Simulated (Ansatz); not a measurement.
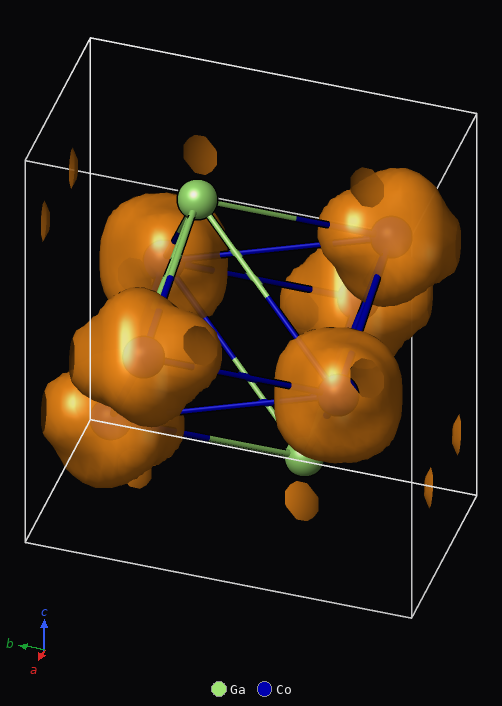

*GaCo3. Density of the Kohn–Sham states from −0.25 to +0.25 eV about the Fermi level (the states at the Fermi level), scaled to one electron a cell: orange surface at 0.02 1/Å³, in the conventional cell seen at an oblique angle.*

Space group P6_3/mmc; spin-polarised. Net moment 10.2 μB in the 8-atom cell of the calculation; other magnetic orders weren't tried. r2SCAN tends to overestimate the moments of metals. The cell comes from a database of computed structures, not from a measurement.

These are results of DFT r2SCAN, scalar-relativistic, plane waves, PAW (Ansatz), not measurements.

Core electrons are frozen (PAW), so the fields are smoothed inside the atomic spheres.

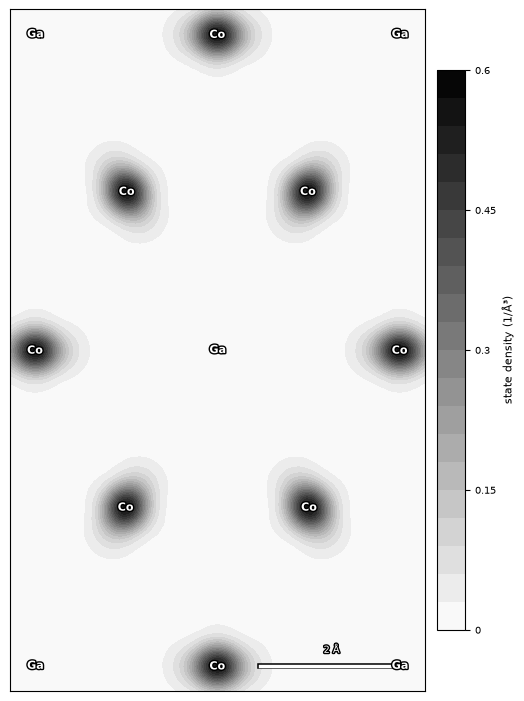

Also shown: a map on the (001) plane of the conventional cell.

What is the character of these states?

Löwdin projections on the PAW files' atomic orbitals give Co 3d (90 %).
In space (atomic cells sized by Bader volumes) the density divides as Co about 95 % and Ga little.
It nearly vanishes midway along the shortest Co–Co contact.
It nearly vanishes midway along the shortest Co–Ga contact.
Its net spin polarisation is −67 % (up less down).
Little of the density lies between the atoms' surroundings.
